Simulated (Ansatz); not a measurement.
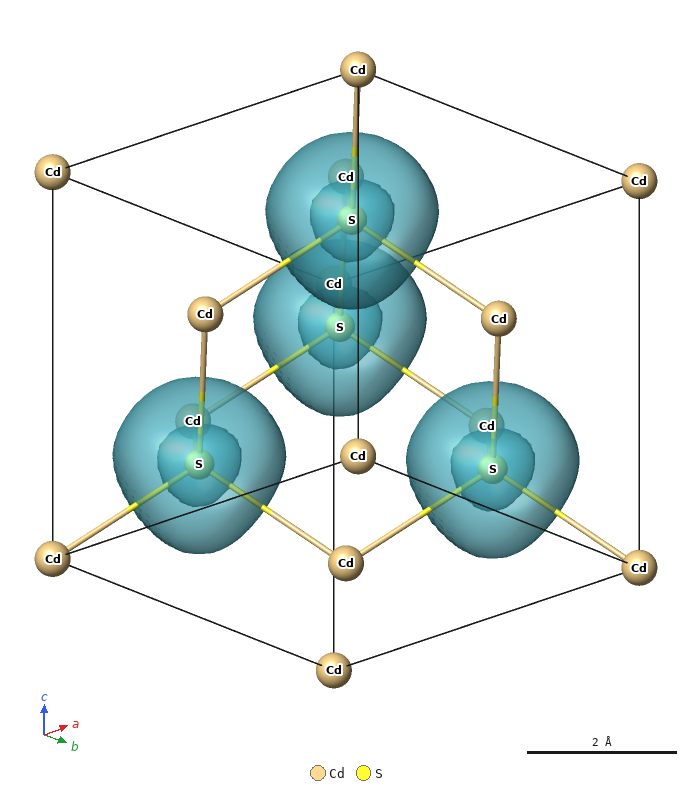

Figure. CdS. Isosurface of the electron localisation function at 0.7 (cyan), seen at an oblique angle. Only the valence region is drawn (cores and ρ < 0.01 e/Å³ removed). Sticks mark near contacts.

Space group F-43m; changed on purpose from its base cell (strain -0.040 along x and y, -0.040 along z, atoms carried along); computed pressure about 13 GPa in this cell.

These are results of Ansatz 0.2.0, DFT r2SCAN, scalar-relativistic, plane waves, PAW, not measurements.

Core electrons are frozen (PAW), and the valence fields are smoothed inside the atomic spheres.

**What do the ELF domains correspond to?**

The ELF exceeds this value in four regions wrapped around S (the valence shell of each), counted in one cell of 8 atoms. Regions shared between cells count once. Along the contacts the grid gives the following. Cd–S (2.42 Å): the ELF peaks at about 0.90 in the valence shell of S, 0.8 Å from its nucleus, and is about 0.30 at the midpoint.
